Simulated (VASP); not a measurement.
**Geometry relaxation of TiC (part 2 of 2)**

TiC (Fm-3m, 2 atoms in the cell); Kohn-Sham DFT of a periodic cell, PBEsol, VASP PAW PBE potentials, recommended, no spin polarisation (VASP 6.6.1); cutoff 520 eV, 16×16×16 k-mesh, Gaussian smearing of 0.1 eV. The structure derives from an entry of the Crystallography Open Database.

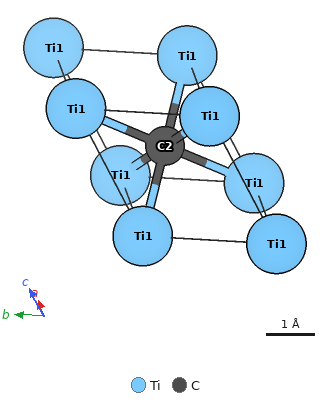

The geometry at step 1 of the log (ball-and-stick view of the cell of the calculation, seen at an oblique angle; atoms are numbered from 1 in the order of the input).

**Parts of OUTCAR, continued**
```
 Following reciprocal coordinates:
            Coordinates               Weight
  0.000000  0.000000  0.000000      1.000000
  0.062500  0.000000  0.000000      8.000000
  0.125000  0.000000  0.000000      8.000000
  0.187500  0.000000  0.000000      8.000000
  0.250000  0.000000  0.000000      8.000000
  0.312500  0.000000  0.000000      8.000000
  0.375000  0.000000  0.000000      8.000000
  0.437500  0.000000  0.000000      8.000000
  0.500000  0.000000  0.000000      4.000000
  0.062500  0.062500  0.000000      6.000000
  0.125000  0.062500  0.000000     24.000000
  0.187500  0.062500  0.000000     24.000000
  0.250000  0.062500  0.000000     24.000000
  0.312500  0.062500  0.000000     24.000000
  0.375000  0.062500  0.000000     24.000000
  0.437500  0.062500  0.000000     24.000000
  0.500000  0.062500  0.000000     24.000000
 -0.437500  0.062500  0.000000     24.000000
 -0.375000  0.062500  0.000000     24.000000
 -0.312500  0.062500  0.000000     24.000000
 -0.250000  0.062500  0.000000     24.000000
 -0.187500  0.062500  0.000000     24.000000
 -0.125000  0.062500  0.000000     24.000000
 -0.062500  0.062500  0.000000     12.000000
 [... further k-points ...]
   k-points           NKPTS =    145   k-points in BZ     NKDIM =    145   number of bands    NBANDS=     12
   number of dos      NEDOS =    301   number of ions     NIONS =      2
   total plane-waves  NPLWV =  13824
   dimension x,y,z NGX =    24 NGY =   24 NGZ =   24
   dimension x,y,z NGXF=    48 NGYF=   48 NGZF=   48
   ions per type =               1   1
   NGX,Y,Z   is equivalent  to a cutoff of  13.07, 13.07, 13.07 a.u.
   NGXF,Y,Z  is equivalent  to a cutoff of  26.13, 26.13, 26.13 a.u.
 SYSTEM =  unknown system
   PREC   = accura    normal or accurate (medium, high low for compatibility)
   ISTART =      0    job   : 0-new  1-cont  2-samecut
   ICHARG =      2    charge: 1-file 2-atom 10-const
   ISPIN  =      1    spin polarized calculation?
   LNONCOLLINEAR =      F non collinear calculations
   LSORBIT =      F    spin-orbit coupling
   LASPH  =      T    aspherical Exc in radial PAW
   ENCUT  =  520.0 eV  38.22 Ry    6.18 a.u.   5.68  5.68  5.68*2*pi/ulx,y,z
   NELM   =    100;   NELMIN=  2; NELMDL= -5     # of ELM steps
   EDIFF  = 0.1E-06   stopping-criterion for ELM
   LREAL  =      F    real-space projection
   EDIFFG = -.2E-02   stopping-criterion for IOM
   NSW    =     80    number of steps for IOM
   IBRION =      2    ionic relax: 0-MD 1-quasi-New 2-CG
   NFREE  =      1    steps in history (QN), initial steepest desc. (CG)
   ISIF   =      3    stress and relaxation
   ISYM   =      2    0-nonsym 1-usesym 2-fastsym
   POTIM  = 0.5000    time-step for ionic-motion
   TEBEG  =    0.0;   TEEND  =   0.0 temperature during run
   PSTRESS=    0.0 pullay stress
   NELECT =      16.0000    total number of electrons
   NUPDOWN=      -1.0000    fix difference up-down
   EMIN   =  10.00;   EMAX   =-10.00  energy-range for DOS
   EFERMI =   0.00;   METHOD = LEGACY
   ISMEAR =     0;   SIGMA  =   0.10  broadening in eV -4-tet -1-fermi 0-gaus
   EFERMI_NEDOS =   21; number of points for ismear=-14 and -15
   IALGO  =     68    algorithm
   IMIX   =      4    mixing-type and parameters
     AMIX     =   0.40;   BMIX     =  1.00
     AMIX_MAG =   1.60;   BMIX_MAG =  1.00
  volume/ion in A,a.u.               =      10.07        67.94
  Fermi-wavevector in a.u.,A,eV,Ry     =   1.516323  2.865436 31.283015  2.299237
  Thomas-Fermi vector in A             =   2.625728
   LORBIT       =      0    0 simple, 1 ext, 2 COOP (PROOUT), +10 PAW based schemes
   GGA     = PS    functional components
   LHFCALC =     F    Hartree Fock is set to
   AEXX    =    0.0000 exact exchange contribution
   IVDW    =     0    specifies the selected vdW correction
   LEPSILON=     F    determine dielectric tensor
   LRPA    =     F    only Hartree local field effects (RPA)
 conjugate gradient relaxation of ions
 non-spin polarized calculation
 RMM-DIIS sequential band-by-band and
 Gauss-broadening in eV      SIGMA  =   0.10
  energy-cutoff  :      520.00
  volume of cell :       20.14
 maximum number of plane-waves:       560
   NGX = 11   NGY = 11   NGZ = 11

--------------------------------------- Ionic step        1  -------------------------------------------

 number of electron      16.0000002 magnetization

 Free energy of the ion-electron system (eV)
  ---------------------------------------------------
  ext. energy  EPLUGINS =         0.00000000
  ---------------------------------------------------
  free energy    TOTEN  =       -19.79804426 eV

  energy without entropy =      -19.79605609  energy(sigma->0) =      -19.79705017

------------------------ aborting loop because EDIFF is reached ----------------------------------------

  FORCE on cell =-STRESS in cart. coord.  units (eV):
  Direction    XX          YY          ZZ          XY          YZ          ZX
  --------------------------------------------------------------------------------------
  -------------------------------------------------------------------------------------
  Total       -0.5395646     -0.5395646     -0.5395646     -0.0000000      0.0000000     -0.0000000
  in kB      -42.9323886    -42.9323886    -42.9323886     -0.0000000      0.0000000     -0.0000000
  external PRESSURE =     -42.9323886 kB  Pullay stress =       0.0000000 kB

 VOLUME and BASIS-vectors are now :
 -----------------------------------------------------------------------------
  energy-cutoff  :      520.00
  volume of cell :       20.14
      direct lattice vectors                 reciprocal lattice vectors
     0.000000000  2.159300000  2.159300000    -0.231556523  0.231556523  0.231556523
     2.159300000  0.000000000  2.159300000     0.231556523 -0.231556523  0.231556523
     2.159300000  2.159300000  0.000000000     0.231556523  0.231556523 -0.231556523

 POSITION                                       TOTAL-FORCE (eV/Angst)
 -----------------------------------------------------------------------------------
      0.00000      0.00000      0.00000         0.000000     -0.000000      0.000000
      2.15930      2.15930      2.15930        -0.000000      0.000000     -0.000000
 -----------------------------------------------------------------------------------
    total drift:                                0.000000     -0.000000     -0.000000

  FREE ENERGIE OF THE ION-ELECTRON SYSTEM (eV)
  ---------------------------------------------------
  free  energy   TOTEN  =       -19.7980442573 eV

  energy  without entropy=      -19.7960560874  energy(sigma->0) =      -19.79705017

--------------------------------------- Ionic step        2  -------------------------------------------

 number of electron      16.0000003 magnetization

------------------------ aborting loop because EDIFF is reached ----------------------------------------

  FORCE on cell =-STRESS in cart. coord.  units (eV):
  Direction    XX          YY          ZZ          XY          YZ          ZX
  --------------------------------------------------------------------------------------
  -------------------------------------------------------------------------------------
  Total        0.7583651      0.7583651      0.7583651     -0.0000000      0.0000000     -0.0000000
  in kB       62.7607774     62.7607774     62.7607774     -0.0000000      0.0000000     -0.0000000
  external PRESSURE =      62.7607774 kB  Pullay stress =       0.0000000 kB

 VOLUME and BASIS-vectors are now :
 -----------------------------------------------------------------------------
  energy-cutoff  :      520.00
  volume of cell :       19.36
      direct lattice vectors                 reciprocal lattice vectors
     0.000000000  2.131196682  2.131196682    -0.234609975  0.234609975  0.234609975
     2.131196682 -0.000000000  2.131196682     0.234609975 -0.234609975  0.234609975
     2.131196682  2.131196682 -0.000000000     0.234609975  0.234609975 -0.234609975

 POSITION                                       TOTAL-FORCE (eV/Angst)
 -----------------------------------------------------------------------------------
      2.13120      2.13120     -0.00000         0.000000     -0.000000     -0.000000
      2.13120      2.13120      2.13120        -0.000000      0.000000      0.000000
 -----------------------------------------------------------------------------------
    total drift:                                0.000000     -0.000000     -0.000000

  FREE ENERGIE OF THE ION-ELECTRON SYSTEM (eV)
  ---------------------------------------------------
  free  energy   TOTEN  =       -19.7940475403 eV

  energy  without entropy=      -19.7921573029  energy(sigma->0) =      -19.79310242

--------------------------------------- Ionic step        3  -------------------------------------------

 number of electron      16.0000003 magnetization

 Free energy of the ion-electron system (eV)
  ---------------------------------------------------
  ext. energy  EPLUGINS =         0.00000000
  ---------------------------------------------------
  free energy    TOTEN  =       -19.80256502 eV

  energy without entropy =      -19.80061430  energy(sigma->0) =      -19.80158966

 E-fermi :   9.5922     XC(G=0): -12.9928     alpha+bet :-19.2448

 val. band max:        9.5820692323   @ k =   0.1250   0.1250   0.0000
 cond. band min:       9.5938614962   @ k =   0.1250   0.0625   0.0000
 fundamental gap:      0.0117922639
 Fermi energy:         9.5922107992

 k-point     1 :       0.0000    0.0000    0.0000
  band No.  band energies     occupation
      1     -46.6520      2.00000
      2     -22.7646      2.00000
      3     -22.7646      2.00000
      4     -22.7646      2.00000
      5      -2.8830      2.00000
      6      10.2757      0.00000
      7      10.2757      0.00000
      8      10.2757      0.00000
      9      11.3400      0.00000
     10      11.3400      0.00000
     11      11.3400      0.00000
     12      11.3841      0.00000

 k-point     2 :       0.0625    0.0000    0.0000
  band No.  band energies     occupation
      1     -46.6488      2.00000
      2     -22.7868      2.00000
      3     -22.7667      2.00000
      4     -22.7667      2.00000
      5      -2.7909      2.00000
      6       9.8297      0.00078
      7      10.0821      0.00000
      8      10.0821      0.00000
      9      10.6522      0.00000
     10      10.6522      0.00000
     11      11.5805      0.00000
     12      12.4008      0.00000

 k-point     3 :       0.1250    0.0000    0.0000
  band No.  band energies     occupation
      1     -46.6398      2.00000
      2     -22.8493      2.00000
      3     -22.7725      2.00000
      4     -22.7725      2.00000
      5      -2.5204      2.00000
      6       8.9403      2.00000
      7       9.3090      1.99994
      8       9.3090      1.99994
      9      10.7205      0.00000
     10      10.7205      0.00000
     11      11.9191      0.00000
     12      13.4993      0.00000

 k-point     4 :       0.1875    0.0000    0.0000
  band No.  band energies     occupation
      1     -46.6262      2.00000
      2     -22.9419      2.00000
      3     -22.7812      2.00000
      4     -22.7812      2.00000
      5      -2.0889      2.00000
      6       7.8973      2.00000
      7       8.5287      2.00000
      8       8.5287      2.00000
      9      11.0155      0.00000
     10      11.0156      0.00000
     11      12.2167      0.00000
     12      14.5995      0.00000

 k-point     5 :       0.2500    0.0000    0.0000
  band No.  band energies     occupation
      1     -46.6101      2.00000
      2     -23.0494      2.00000
      3     -22.7914      2.00000
      4     -22.7914      2.00000
      5      -1.5233      2.00000
      6       6.8076      2.00000
      7       7.8606      2.00000
      8       7.8606      2.00000
      9      11.4060      0.00000
     10      11.4060      0.00000
     11      12.5211      0.00000
     12      15.6497      0.00000

 [... the levels of 18 k-points are left out ...]

 k-point    24 :      -0.0625    0.0625    0.0000
  band No.  band energies     occupation
      1     -46.6437      2.00000
      2     -22.8173      2.00000
      3     -22.7792      2.00000
      4     -22.7659      2.00000
      5      -2.6403      2.00000
      6       9.3730      1.99807
      7       9.5454      1.49246
      8       9.5788      1.15032
      9      10.3916      0.00000
     10      11.0156      0.00000
     11      11.9378      0.00000
     12      12.5325      0.00000

 [... further k-points ...]

------------------------ aborting loop because EDIFF is reached ----------------------------------------

  FORCE on cell =-STRESS in cart. coord.  units (eV):
  Direction    XX          YY          ZZ          XY          YZ          ZX
  --------------------------------------------------------------------------------------
  -------------------------------------------------------------------------------------
  Total       -0.0025283     -0.0025283     -0.0025283     -0.0000000      0.0000000     -0.0000000
  in kB       -0.2045387     -0.2045387     -0.2045387     -0.0000000      0.0000000     -0.0000000
  external PRESSURE =      -0.2045387 kB  Pullay stress =       0.0000000 kB

 VOLUME and BASIS-vectors are now :
 -----------------------------------------------------------------------------
  energy-cutoff  :      520.00
  volume of cell :       19.80
      direct lattice vectors                 reciprocal lattice vectors
     0.000000000  2.147393848  2.147393848    -0.232840380  0.232840380  0.232840380
     2.147393848 -0.000000000  2.147393848     0.232840380 -0.232840380  0.232840380
     2.147393848  2.147393848 -0.000000000     0.232840380  0.232840380 -0.232840380

 POSITION                                       TOTAL-FORCE (eV/Angst)
 -----------------------------------------------------------------------------------
      0.00000      0.00000      0.00000        -0.000000     -0.000000      0.000000
      2.14739      2.14739      2.14739         0.000000      0.000000     -0.000000
 -----------------------------------------------------------------------------------
    total drift:                                0.000000     -0.000000     -0.000000

  FREE ENERGIE OF THE ION-ELECTRON SYSTEM (eV)
  ---------------------------------------------------
  free  energy   TOTEN  =       -19.8025650235 eV

  energy  without entropy=      -19.8006142962  energy(sigma->0) =      -19.80158966

 reached required accuracy - stopping structural energy minimisation
```

**CONTCAR**
```
TiC
   1.00000000000000
     0.0000000000000000    2.1473938483678765    2.1473938483678765
     2.1473938483678765   -0.0000000000000000    2.1473938483678765
     2.1473938483678765    2.1473938483678765   -0.0000000000000000
  Ti              C
     1     1
Direct
     0.0000000000000000    0.0000000000000000    0.0000000000000000
     0.5000000000000000    0.5000000000000000    0.5000000000000000

  0.00000000E+00  0.00000000E+00  0.00000000E+00
  0.00000000E+00  0.00000000E+00  0.00000000E+00
```

**Trajectory as extended XYZ (Å, eV, eV/Å), 3 frames, from step=0 to step=2**
```
2
Lattice="0.0000 2.1593 2.1593 2.1593 0.0000 2.1593 2.1593 2.1593 0.0000" Properties=species:S:1:pos:R:3:forces:R:3 step=0 energy=-19.79804
Ti    0.0000    0.0000    0.0000    0.0000   0.0000   0.0000
C     2.1593    2.1593    2.1593    0.0000   0.0000   0.0000
2
Lattice="0.0000 2.1312 2.1312 2.1312 -0.0000 2.1312 2.1312 2.1312 -0.0000" Properties=species:S:1:pos:R:3:forces:R:3 step=1 energy=-19.79405
Ti    2.1312    2.1312    0.0000    0.0000   0.0000   0.0000
C     2.1312    2.1312    2.1312    0.0000   0.0000   0.0000
2
Lattice="0.0000 2.1474 2.1474 2.1474 -0.0000 2.1474 2.1474 2.1474 -0.0000" Properties=species:S:1:pos:R:3:forces:R:3 step=2 energy=-19.80257
Ti    0.0000    0.0000    0.0000    0.0000   0.0000   0.0000
C     2.1474    2.1474    2.1474    0.0000   0.0000   0.0000
```

The run was set up as follows.

**INCAR**
```
ALGO     = Fast           # electronic algorithm
EDIFF    = 1E-7           # SCF threshold, eV
EDIFFG   = -0.002         # ionic threshold
ENCUT    = 520            # plane-wave cutoff, eV
GGA      = PS             # functional
IBRION   = 2              # ionic algorithm
ISIF     = 3              # what is computed and relaxed
ISMEAR   = 0              # smearing method
KPAR     = 4            
LASPH    = True           # aspherical terms in the spheres
LCHARG   = False          # write CHGCAR
LREAL    = False          # projectors in reciprocal space
LWAVE    = False          # write WAVECAR
NELM     = 100            # most SCF steps
NSW      = 80             # ionic steps
PREC     = Accurate       # precision mode
SIGMA    = 0.1            # smearing width, eV
```

**KPOINTS**
```
k-points
0
Gamma
  16 16 16
```

**POSCAR**
```
TiC
1.0
    0.0000000000      2.1593000000      2.1593000000
    2.1593000000      0.0000000000      2.1593000000
    2.1593000000      2.1593000000      0.0000000000
Ti C
1 1
Direct
    0.0000000000      0.0000000000      0.0000000000
    0.5000000000      0.5000000000      0.5000000000
```

Launched with:
```bash
cat potpaw_PBE.64/Ti_sv/POTCAR potpaw_PBE.64/C/POTCAR > POTCAR
mpirun -np 4 vasp_std > vasp.out
```

**Results in brief**

| quantity | value |
| --- | --- |
| outcome | converged |
| space group (tolerance 0.01 Å) | Fm-3m (225) |
| electrons treated | 16 |
| free energy | −19.8026 eV |
| gap on the k-point mesh | none (metallic) |
| pressure | −0.02 GPa |
| final volume | 19.80 Å³ |
| largest force (length of the vector) at the end | under 0.001 eV/Å |
| final cell | a = 3.037 Å, b = 3.037 Å, c = 3.037 Å, α = 60.00°, β = 60.00°, γ = 60.00° |
| hardware | 4 threads of AMD EPYC (Zen 3), 1656 GiB of memory available, shared host |
| wall time | 84 s (CPU time 5.5 min) |
| peak memory | 0.14 GiB |
